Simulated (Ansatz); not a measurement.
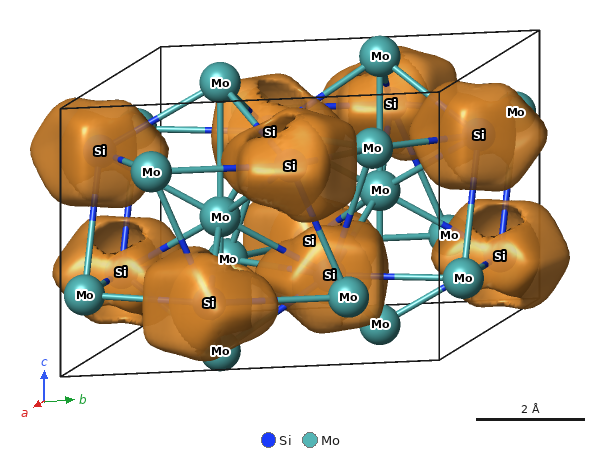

The picture shows: Si3Mo5. Isosurface of the electron localisation function at 0.6 (orange), seen slightly off an axis. Core shells and regions of very low density are left out. Sticks mark near contacts.

Space group P6₃/mcm; a structure from a database of computed crystals, not necessarily the ambient phase; computed pressure about −5 GPa in this cell; computed without spin polarisation.

Method: Ansatz, DFT, r2SCAN, plane-wave PAW, default files, scalar-relativistic, frozen cores.

**Describe the localisation domains.**

At this value the surface marks out six regions wrapped around Si (the valence shell of each), counted in one cell of 16 atoms. Any copies at cell faces, edges or corners count once. Along the contacts the grid gives the following. Si–Mo (2.51 Å): the ELF peaks at about 0.65 in the valence shell of Si, 0.9 Å from its nucleus, and is about 0.35 at the midpoint. Mo–Mo (2.53 Å): the ELF is about 0.30 at the midpoint.
